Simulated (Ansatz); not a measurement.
Consider GaCuSe2.

```
Ga Cu Se
1.0
     5.56984    0.00000    0.00000
     0.00000    5.56984    0.00000
     0.00000    0.00000   11.07308
Ga Cu Se
4 4 8
Cartesian
  2.7849 0.0000 2.7683
  0.0000 2.7849 8.3048
  0.0000 0.0000 5.5365
  2.7849 2.7849 0.0000
  0.0000 2.7849 2.7683
  2.7849 0.0000 8.3048
  0.0000 0.0000 0.0000
  2.7849 2.7849 5.5365
  1.3925 1.3470 9.6889
  4.1774 4.1319 4.1524
  1.3470 4.1774 1.3841
  4.1319 1.3925 6.9207
  4.2229 1.3925 1.3841
  1.4380 4.1774 6.9207
  1.3925 1.4380 4.1524
  4.1774 4.2229 9.6889
```

Space group I-42d; a structure from a database of computed crystals, not necessarily the ambient phase; started from the database structure prototype, which need not be the ambient phase; computed without spin polarisation.

The calculation used DFT, PBEsol, plane waves, PAW (Ansatz 0.2.0).

What can the converged valence pseudo-density and electron localisation function tell about the bonding?

Answer. Cu–Se (2.38 Å): ρ at the midpoint is about 0.5 e/Å³; the ELF is about 0.45 at the midpoint.
Ga–Se (2.43 Å): the density is about 0.52 e/Å³ at the midpoint; the ELF is about 0.70 at the midpoint.

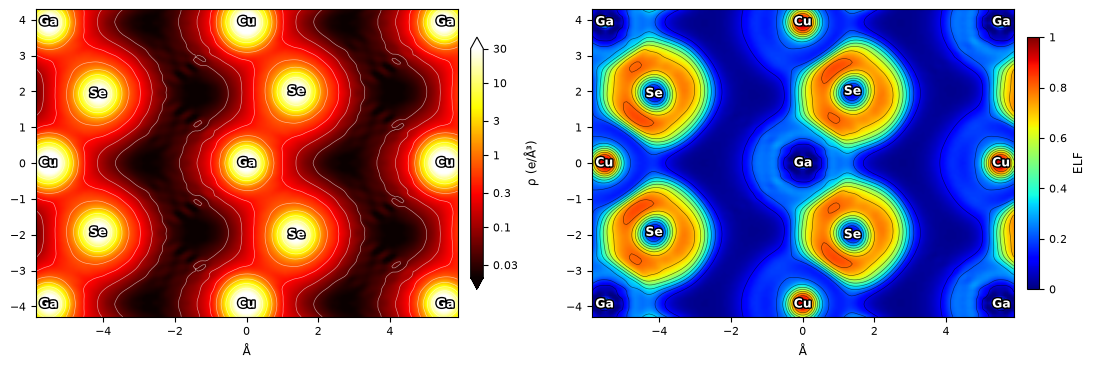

Computed valence pseudo-density and electron localisation function on the (110) plane of the conventional cell, in this order. 

In a PAW calculation such maps are meaningful between the atoms, not at the nuclei.
